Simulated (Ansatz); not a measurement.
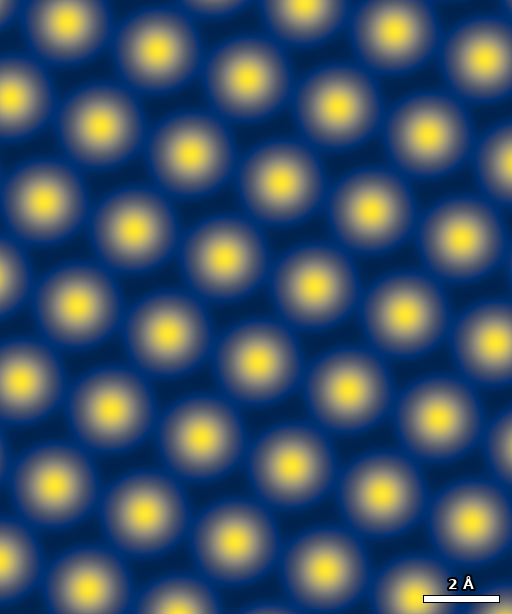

HAADF-like image of Ta. Simulation: incoherent imaging, intensity Z^1.8 per atom, probe width 1.30 Å, thin sample. The probe carries 25 % of its weight in a tail 2.5 times as wide.

Q: Give the net of the columns and its spacings.

A: The pattern repeats on a centred rectangular net of 3.0 × 4.2 Å.

Q: What is the plane group of the image?

A: c2mm: perpendicular mirror lines on a centred net, with further twofold points between them.

Q: How many columns does the smallest repeating cell hold, and how many levels of brightness?

A: 1 column in the primitive cell of 6.3 Å², all of one brightness.

The crystal is Ta (Fm-3m, No. 225) seen along [110]. Structure used: the geometry given to an electronic-structure calculation, possibly off equilibrium; the starting structure was generated, so it need not be a known form of this composition.
